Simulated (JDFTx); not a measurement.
# Energy of Sr along an even scaling of the cell

System: Sr (Fm-3m, 1 atom in the cell).
Method: Kohn-Sham DFT of a periodic cell, RPBE, PseudoDojo-SR-PBE-0.5-standard, no spin polarisation (JDFTx 1.7.0 (patched build)).

The 7 runs differ only in the geometry, by an even scaling of the cell at fixed fractional positions. The structure derives from an entry of the Crystallography Open Database.

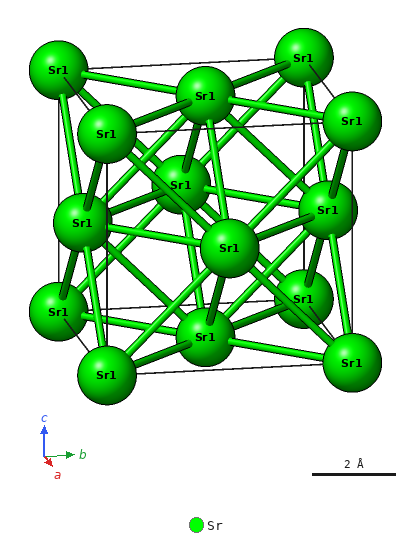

Figure 1. The structure of run 4 (ball-and-stick view of the cell 4 times as large as that of the calculation, set on its symmetry axes, seen at an oblique angle; atoms are numbered from 1 in the order of the input). An atom can appear more than once, as a periodic image.

**Input of run 4**
```
lattice \
    0.0000000000     5.7492082753     5.7492082753 \
    5.7492082753     0.0000000000     5.7492082753 \
    5.7492082753     5.7492082753     0.0000000000
coords-type Cartesian
ion Sr     0.0000000000     0.0000000000     0.0000000000 1

ion-species pseudo/Sr.upf
elec-cutoff 34
elec-ex-corr gga-x-rpbe gga-c-pbe
kpoint-folding 8 8 8
elec-smearing Fermi 0.0018374661
elec-n-bands 10
electronic-SCF nIterations 100 energyDiffThreshold 1e-09
electronic-minimize nIterations 30 energyDiffThreshold 1e-7
forces-output-coords Cartesian

dump-name run.$VAR
dump End Ecomponents EigStats BandEigs Kpoints Forces Stress ElecDensity Dtot KEdensity
```

Command:
```bash
jdftx -c 1 -i Sr.in -o Sr.out
```

Run 3 differs from it as follows:
```diff
-    0.0000000000     5.7492082753     5.7492082753 \
-    5.7492082753     0.0000000000     5.7492082753 \
-    5.7492082753     5.7492082753     0.0000000000
+    0.0000000000     5.7106218222     5.7106218222 \
+    5.7106218222     0.0000000000     5.7106218222 \
+    5.7106218222     5.7106218222     0.0000000000
```

**Results, with one run withheld**

| run | volume per atom (Å³) | free energy per atom, from the lowest run given (meV) | pressure (GPa) |
| --- | --- | --- | --- |
| 1 | 52.940 | 17.98 | 1.18 |
| 2 | 54.067 | 10.75 | 0.88 |
| 3 | 55.193 | ? | ? |
| 4 | 56.319 | 2.05 | 0.36 |
| 5 | 57.446 | 0.26 | 0.14 |
| 6 | 58.572 | 0.00 | −0.07 |
| 7 | 59.698 | 1.15 | −0.26 |

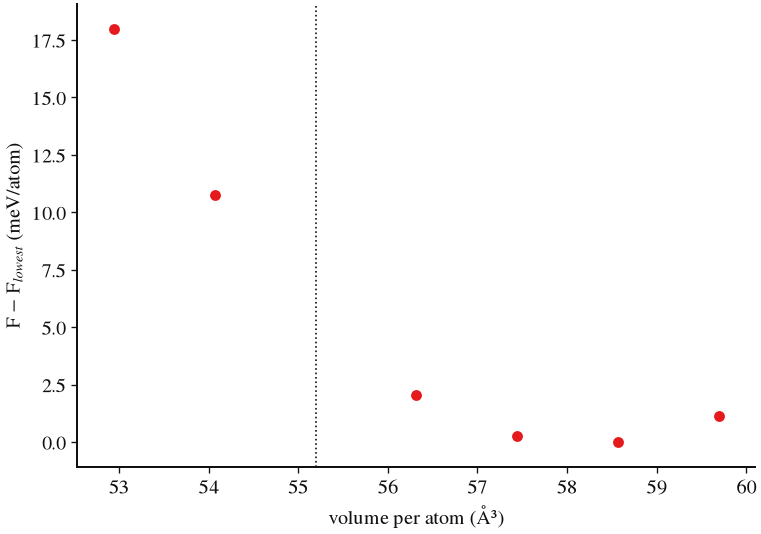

Figure 2. Free energy per atom of the runs given; the dotted line marks run 3.

Fit the runs given and predict run 3.

A cubic polynomial in V^(−2/3) (the Birch–Murnaghan form), fitted to the 6 runs given, misses them by under 0.01 meV per atom. With x = V^(−2/3) − 0.06798 Å⁻², it reads F = 1.8235 + 2705.6 x + 9.573e+05 x² − 5.0959e+06 x³ (meV per atom). At run 3 it gives 5.50 meV per atom, and the run itself gives 5.49. The slope of the fit gives a pressure −dF/dV of 0.62 GPa there, and the run prints 0.61 GPa. The fit has its minimum at 58.205 Å³ per atom, where V d²F/dV² gives 10.6 GPa: the bulk modulus at this level, since symmetry fixes the shape and the positions.

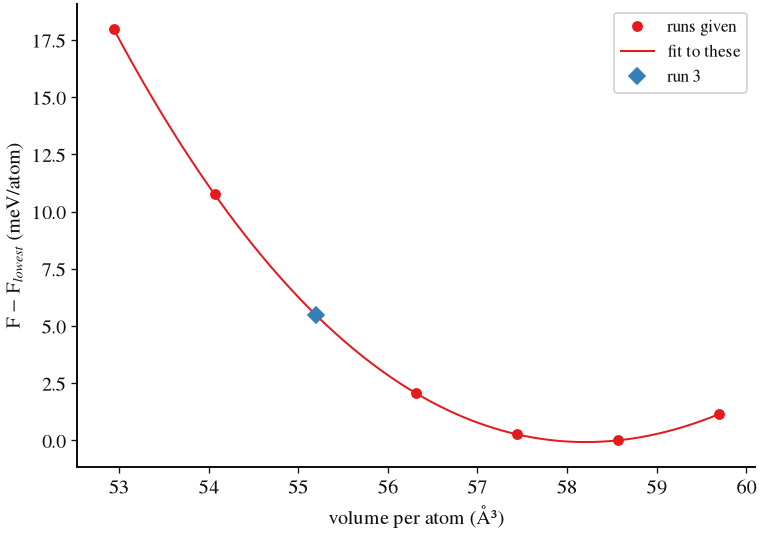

Figure 3. The fit and the withheld run.

**Some lines of the output (run 3)**
```
[...]
unit cell volume = 372.46
     Etot =      -30.9561051575483361
        F =      -30.9564345229258251
	HOMO-LUMO gap: +0.002890
	Optical gap  : +0.012695 at state 19 ( [ +0.000000 +0.375000 -0.375000 ] spin 0 )
```
